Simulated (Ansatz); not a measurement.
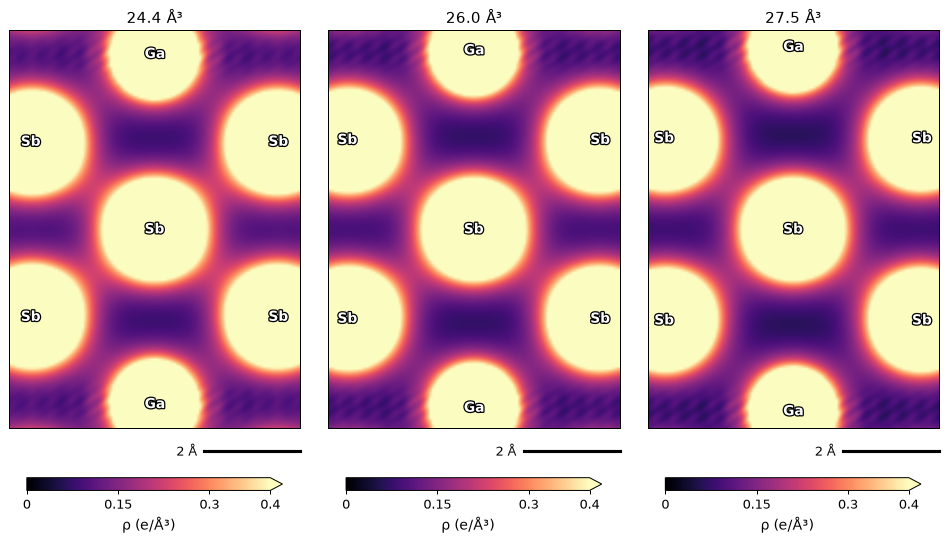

GaSb₃. The valence electron density of cells scaled evenly to different volumes (given per atom above each panel), on the (101̄) plane of each (indices in the axes of the cell below), at one length scale and on one colour scale.

A structure from a database of computed crystals, not necessarily the ambient phase.

The calculation used Kohn-Sham DFT of a periodic cell, r2SCAN, Ansatz PAW (Ansatz).

Core electrons are frozen (PAW), and the valence fields are smoothed inside the atomic spheres.

The largest cell:

```
Sb Ga
1.0
     0.00000    3.80376    3.80376
     3.80376    0.00000    3.80376
     3.80376    3.80376    0.00000
Sb Ga
3 1
Direct
  0.50000 0.50000 0.50000
  0.75000 0.75000 0.75000
  0.25000 0.25000 0.25000
  0.00000 0.00000 0.00000
```

| volume (Å³/atom) | Ga–Sb contact in the plane (Å) | ρ at its midpoint (e/Å³) | pressure (GPa) | 
| --- | --- | --- | --- |
| 24.40 | 3.165 | 0.177 | 1.9 | 
| 24.92 | 3.187 | ? | ? | 
| 25.96 | 3.231 | 0.159 | −1.5 | 
| 27.52 | 3.294 | 0.144 | −3.9 | 

### Estimate the missing row, and compare with the calculation.

Over the known rows ln ρ falls by 1.60 per Å of Ga–Sb distance (a least-squares line), which gives 0.171 e/Å³ at 3.187 Å; the calculation gives 0.171 e/Å³. For the pressure, a straight line in volume between the neighbouring rows gives 0.8 GPa; the calculation gives 0.6.
